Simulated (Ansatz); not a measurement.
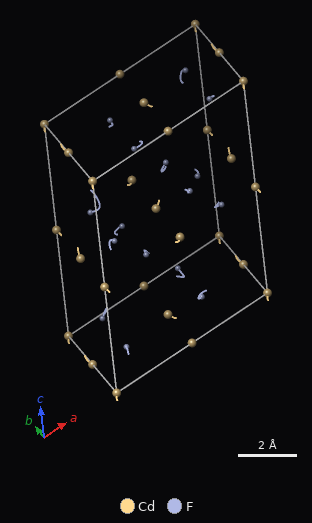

A Born-Oppenheimer molecular dynamics run of a 24-atom cell of CdF2 (built on the fluorite type), 60 fs long. Lines trace each atom's path, in the colour of its element; spheres stand at the starting positions. Seen slightly off an axis in the reduced simulation cell.

Theory: DFT, PBEsol, plane waves, PAW (Ansatz). Set-up: plane-wave cutoff 420 eV; k-point mesh 2 × 2 × 2; Fermi-Dirac smearing 0.19 eV; Nosé-Hoover thermostat (NVT); set temperature 2200 K; time step 1.5 fs.

Question: What do the traces tell about the motion?

Answer: Root-mean-square distances from the starting positions over the second half, with the common drift of all atoms taken out: F 0.34 Å, Cd 0.28 Å. The run lasts only 60 fs, too short to tell vibration from diffusion.

The run took 5.6 min on 4 threads of Arm Neoverse N1 (shared host), peak memory 1.5 GiB.
